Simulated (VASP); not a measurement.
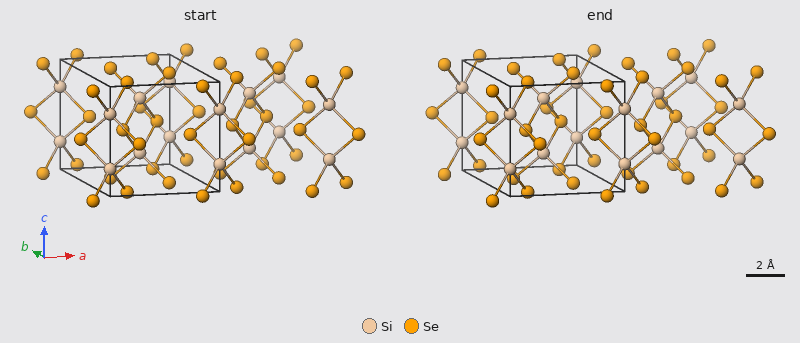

The structure of a crystal of SiSe2 (set up in Ibam) before (left) and after (right) a relaxation, at one scale.

A ball-and-stick model of the conventional cell (2 times the calculation's cell), repeated 2 × 1 × 1 with one cell outlined, seen slightly off an axis. Lengths and directions refer to the drawn axes.

The run lets cell and atoms move.

Level of theory: VASP 6.6.1, Kohn-Sham DFT of a periodic cell, PBEsol, VASP PAW PBE potentials, recommended.

The input:
```
SYSTEM = SiSe2
PREC = Accurate
ENCUT = 600
EDIFF = 1E-6
ISMEAR = 0
SIGMA = 0.03
LREAL = .FALSE.
LASPH = .TRUE.
NELM = 80
ALGO = Normal
ISIF = 3
LWAVE = .FALSE.
LCHARG = .FALSE.
GGA = PS
IBRION = 2
NSW = 90
EDIFFG = -0.01
KPAR = 2
```

Run as
```bash
cat potpaw_PBE.64/Si/POTCAR potpaw_PBE.64/Se/POTCAR > POTCAR
mpirun -np 2 vasp_std > vasp.out
```

Describe what moved and what it gained.

The largest moves relative to the cell, 0.053 Å, are those of Se atoms. Si stays in place. The drawn cell changes as follows: a 5.998 → 6.273 Å (+4.6 %), b 9.669 → 9.281 Å (−4.0 %), c 5.851 → 5.862 Å (+0.2 %); the volume changes by +0.6 %. Among the contacts that change: Se–Si 2.275 → 2.292 Å. The space group stays Ibam (No. 72). The energy falls by 3.3 meV per atom in 22 geometry steps. Largest force component: 0.26 eV/Å at the start, 0.0097 eV/Å at the end. The pressure goes from 1.18 to −0.01 GPa. At step 1 the optimiser overshot: the energy rose above the start, and later steps came back.
